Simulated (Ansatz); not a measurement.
# Energy of CoO along an even scaling of the cell

System: CoO (2 atoms in the cell).
Method: Kohn-Sham DFT of a periodic cell, PBE, all-electron LAPW, scalar-relativistic, spin-polarised (Ansatz 0.2.0).

The 7 runs differ only in the geometry, by an even scaling of the cell at fixed fractional positions. The structure was built on a prototype by a generator; it need not be a known phase.

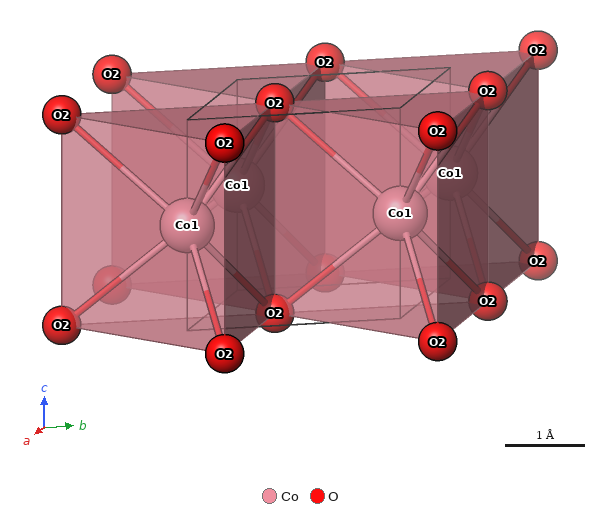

Figure 1. The structure of run 4 (polyhedral view of the cell of the calculation, seen slightly off an axis; polyhedra are completed across the faces of the cell; atoms are numbered from 1 in the order of the input).

**Input of run 4**
```yaml
crystal:
  lattice:
    - [2.82845, 0.0, 0.0]
    - [-1.41423, 2.44951, 0.0]
    - [0.0, 0.0, 2.72172]
  atoms:
    - { symbol: Co, position: [0.0, 0.0, 0.5], spin: 2.0 }
    - { symbol: O, position: [0.66667, 0.33333, 0.0] }
kpoints:
  mp_grid: { grid: [11, 11, 10] }
scf:
  occupations: { method: fermi_dirac, width: 0.05 }
hamiltonian:
  xc: pbe
  pseudopotentials: { kind: all_electron, lapw: { basis_error: 0.0005 } }
magnetization:
  spin_polarized: true
output:
  forces: true
  stress: true
  eigenvalues: true
```

Command:
```bash
ansatz run input.yaml --threads 2 --pin off --max-ram 6144MiB --backend cpu --events-out ev --progress --plain --runs-dir out
```

Run 6 differs from it as follows:
```diff
-    - [2.82845, 0.0, 0.0]
-    - [-1.41423, 2.44951, 0.0]
-    - [0.0, 0.0, 2.72172]
+    - [2.8656707157, 0.0, 0.0]
+    - [-1.4328404237, 2.4817440913, 0.0]
+    - [0.0, 0.0, 2.7575362126]
```

**Results, with one run withheld**

```csv
run,volume per atom (Å³),"free energy per atom, from the lowest run given (meV)",pressure (GPa)
1,8.863,23.13,13.67
2,9.051,10.06,8.66
3,9.240,2.55,4.19
4,9.428,0.00,0.21
5,9.617,1.88,−3.34
6,9.806,?,?
7,9.994,17.13,−9.38
```

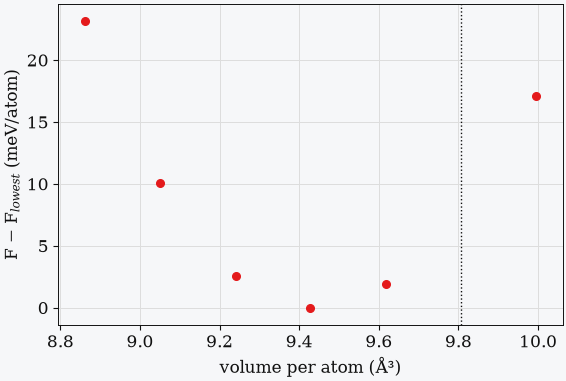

Figure 2. Free energy per atom of the runs given; the dotted line marks run 6.

Estimate the energy of run 6 from the others.

A cubic polynomial in V^(−2/3) (the Birch–Murnaghan form), fitted to the 6 runs given, misses them by at most 0.01 meV per atom. With x = V^(−2/3) − 0.22526 Å⁻², it reads F = 0.44731 + 675.46 x + 2.4924e+05 x² + 3.7341e+05 x³ (meV per atom). At run 6 it gives 7.76 meV per atom, and the run itself gives 7.73. The slope of the fit gives a pressure −dF/dV of −6.54 GPa there, and the run prints −6.53 GPa. The fit has its minimum at 9.439 Å³ per atom, where V d²F/dV² gives 187 GPa. Cell shape and fractional positions are held, so this is the stiffness under even scaling; the relaxed bulk modulus wasn't computed.

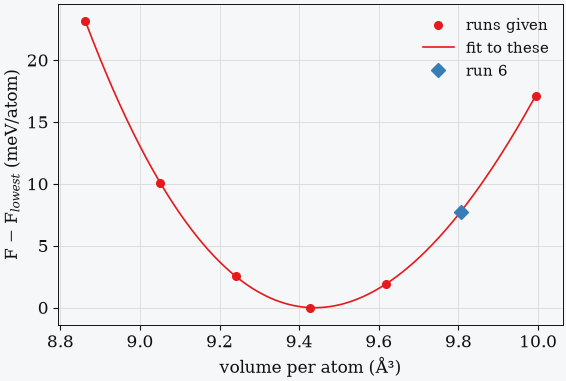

Figure 3. The fit and the withheld run.

**Output, shortened to warnings, some set-up lines, iterations and results (run 6)**
```
Warning: the atoms were moved onto the symmetric positions of the space group found under crystal.symmetry.tolerance 1.0e-5 (fractional; no operation is sought that the atoms, as they stand in a round, miss by more than twice it, and no atom is moved by as much as it), and the run uses the moved positions. Before a round's move an operation carried an atom to 1.43e-5 Å from where it should land, …
Basis set: ecut = 379.58557450485495 eV, 327 PW (Γ), exchange–correlation at level 2
Symmetry: 12 space group operations
k-points: 96 of 1210 (time reversal used)
Initial density: superposition of atomic densities (chi_scale 0.1, normalization cell, long waves kept (reshape's long-wave potential 0.00 eV rms))
[...]
SCF iter   1: F=—  HF=-39965.180347 eV  |F-HF|=—  |Δ(HF+E_count)|=         —  Δρ=5.94e-2 (↑5.48e-2 ↓5.94e-2)  dr2=1.64e0  dr2_m=2.60e-1  M=3.000 μB ∫|m|=3.013 μB  β_m=0.30  …
SCF iter   2: F=—  HF=-39964.387386 eV  |F-HF|=—  |Δ(HF+E_count)|=   7.93e-1  Δρ=3.37e-2 (↑3.37e-2 ↓2.76e-2)  dr2=3.02e-1  dr2_m=1.14e-1  M=3.000 μB ∫|m|=3.015 μB  β_m=0.45  …
SCF iter   3: F=—  HF=-39964.443020 eV  |F-HF|=—  |Δ(HF+E_count)|=         —  Δρ=2.10e-2 (↑1.91e-2 ↓2.10e-2)  dr2=2.92e-1  dr2_m=1.94e-2  M=3.000 μB ∫|m|=3.034 μB  β_m=0.45  …
SCF iter   4: F=—  HF=-39964.380063 eV  |F-HF|=—  |Δ(HF+E_count)|=         —  Δρ=1.38e-2 (↑6.94e-3 ↓1.38e-2)  dr2=3.51e-2  dr2_m=1.30e-2  M=3.000 μB ∫|m|=3.036 μB  β_m=0.45  …
SCF iter   5: F=—  HF=-39964.380367 eV  |F-HF|=—  |Δ(HF+E_count)|=         —  Δρ=6.43e-3 (↑6.04e-3 ↓6.43e-3)  dr2=2.49e-2  dr2_m=2.21e-3  M=3.000 μB ∫|m|=3.046 μB  β_m=0.41  …
[... 5 lines ...]
SCF iter  11: F=—  HF=-39964.367139 eV  |F-HF|=—  |Δ(HF+E_count)|=   6.96e-6  Δρ=1.92e-5 (↑5.39e-6 ↓1.92e-5)  dr2=7.84e-8  dr2_m=1.67e-8  M=3.000 μB ∫|m|=3.051 μB  β_m=0.82  …
SCF iter  12: F=—  HF=-39964.367139 eV  |F-HF|=—  |Δ(HF+E_count)|=   1.56e-7  Δρ=7.60e-6 (↑1.68e-6 ↓7.60e-6)  dr2=8.51e-9  dr2_m=3.18e-9  M=3.000 μB ∫|m|=3.051 μB  β_m=0.91  …
SCF iter  13: F=—  HF=-39964.367139 eV  |F-HF|=—  |Δ(HF+E_count)|=   6.28e-8  Δρ=1.44e-6 (↑2.92e-7 ↓1.44e-6)  dr2=4.87e-10  dr2_m=8.02e-11  M=3.000 μB ∫|m|=3.051 μB  β_m=0.95 …
SCF iter  14: F=-39964.367139 eV  HF=-39964.367139 eV  |F-HF|=2.18e-11  |Δ(HF+E_count)|=   2.05e-9  Δρ=3.06e-7 (↑8.82e-8 ↓3.06e-7)  dr2=1.24e-11  dr2_m=5.02e-12  M=3.000 μB …
SCF 1 converged in 14 iterations: F = -39964.367139 eV  dr2 = 1.24e-11
the search or the solves at the SCF's close seem to have found levels that the self-consistency loop had missed (the run counts 1). By its estimate they hold under 1e-12 electrons; where the run keeps them, the occupations were computed again with them
SCF converged after 14 iterations
Magnetization: 3.0000 μB (14.0000 up, 11.0000 down)
Absolute magnetization: 3.0506 μB (∫|ρ↑−ρ↓|)
Spin contamination: 0.0116 ħ² per cell (⟨S²⟩ above its minimum at these occupations)
Per-site moments (μB) at R_I (Å): [(2.5926577509547126, 1.1742623570928872), (0.4122733408828285, 0.979422408350676)]
Free energy (F): -39964.367139 eV
Harris-Foulkes:  -39964.367139 eV  (|F-HF|=2.18e-11)
Internal energy: -39964.339007 eV  (E = F + TS)
E sigma→0 (E₀):  -39964.353073 eV
Entropy (-TS):   -0.028132 eV (-14.066 meV/atom)
Fermi energy:    13.812435 eV
--- Per-component energies (eV) ---
  E_band       = -1295.609217
  E_kinetic    = 40522.623806
  E_xc         = -1856.712412
  E_electrostatic = -78630.250401  (all electrons and nuclei)
  E_smearing   = -0.028132  (= −TS)
  E_closure    = 0.000000  (closes the sum)
  E_atoms      = -39950.192766  (free atoms, spherical and without spin; not in F)
  Σ components = -39964.367139   (vs F -39964.367139, Δ=0.00e0)
  Basis errors (estimates in eV, not in F): energy 2.0e-4 per atom: plane waves 1.7e-4 (9.1e-5 summed), levels above the bands 1.8e-123, relativity 4.4e-9, radial functions 3.3e-5, core shells 5.2e-9; eigenvalues (radial functions only) 9.0e-6; not estimated: angular momenta, meshes, grids; target …
--- Forces (eV/Å), atoms counted from 1 ---
  atom   1  Co    -0.00000000    -0.00000000     0.00000000
  atom   2  O      0.00000000     0.00000000     0.00000000
  max |Σ_I F_I| component: 5.20e-17 eV/Å
--- Stress (GPa, compression-positive) ---
       -5.851398       0.000000       0.000000
        0.000000      -5.851398       0.000000
        0.000000       0.000000      -7.886703
  P = ⅓ Tr σ = -6.5298 GPa (-65.298 kbar)
```

The program warns: the structure was made exactly symmetric.
